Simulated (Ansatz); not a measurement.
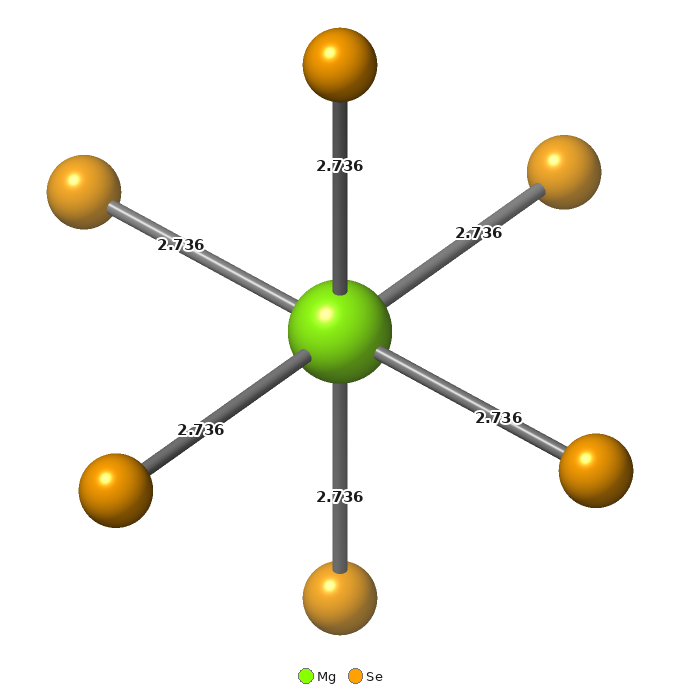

The surroundings of site Mg1 (at 0.000, 0.000, 0.000) in MgSe in space group Fm-3m, with bond lengths in Å.

The cell is taken from a calculation's input that goes back to an entry of the Crystallography Open Database (an earlier step may have relaxed or displaced it).

```xyz
8
Lattice="5.4726 0.0000 0.0000 0.0000 5.4726 0.0000 0.0000 0.0000 5.4726" Properties=species:S:1:pos:R:3 pbc="T T T"
Mg    0.0000    0.0000    0.0000
Se    2.7363    0.0000    0.0000
Mg    0.0000    2.7363    2.7363
Se    2.7363    2.7363    2.7363
Mg    2.7363    0.0000    2.7363
Se    0.0000    0.0000    2.7363
Mg    2.7363    2.7363    0.0000
Se    0.0000    2.7363    0.0000
```

Bond valence s = exp((R0 − d)/b), R0 fitted to published crystal structures with b = 0.37 Å; R0 in Å: Mg2+–Se 2.317.

### Calculate the bond-valence sum of Mg1 from the bonds drawn.

6 × 0.322 = 1.93 v.u., against a formal valence of 2: a close match.

### And over the whole structure?

| site | x, y, z | formal valence | bond-valence sum | difference |
| --- | --- | --- | --- | --- |
| Mg1 | 0.000, 0.000, 0.000 | +2 | 1.94 | -0.06 |
| Se1 | 0.500, 0.000, 0.000 | −2 | 1.94 | -0.06 |

These sums include all anions within 5 Å. The global instability index (root mean square of the differences over all atoms) is 0.06 v.u.: little strain. The cell was not relaxed for this table, and a volume that is off by a few per cent shifts all sums together.
